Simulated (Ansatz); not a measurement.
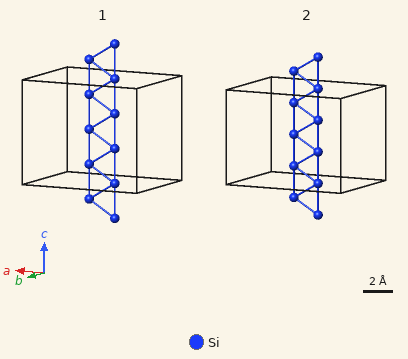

Two geometries of a wire of composition Si, drawn at one scale. One is the start of a relaxation, the other its converged end. A ball-and-stick model of the 3 repeat of the cell, with the vacuum cut short, seen from a free direction.

Method: DFT PBE, scalar-relativistic, plane waves, PAW (Ansatz). Set-up: plane-wave cutoff 420 eV; k-point mesh 1 × 1 × 28; occupations gaussian; smearing width 0.05 eV; collinear spin; cell relaxed at fixed a, b, alpha, beta, gamma; force threshold 0.01 eV/Å; at most 45 steps.

Which geometry has the lower energy?

Answer. Structure 1 is the relaxed one. Case: strip chain of atoms. The largest moves relative to the layer's centre, 0.062 Å, are those of Si atoms. Along the periodic axis the drawn cell goes c 6.778 → 7.490 Å (+10.5 %). Near-neighbour distances that change, for instance: Si–Si 2.259 → 2.497 Å, Si–Si 2.226 → 2.393 Å. After 11 accepted moves (15 points after the start) the energy has fallen by 0.523 eV per cell of the calculation. The largest force component goes from 3 to 0.00054 eV/Å. The line search rejected the trial steps at points 5, 11, 12 of the run. At 1 point the geometry stayed and the basis and grid were re-selected for the new cell (energy shift of 1.7 meV per cell of the calculation at most each time). The program noted that the starting moments weren't kept. The run took 71 s on 2 threads of Arm Neoverse V1 (shared host), peak memory 0.48 GiB.

Limits of the set-up: the k-point mesh is coarse for a cell with partly filled bands.
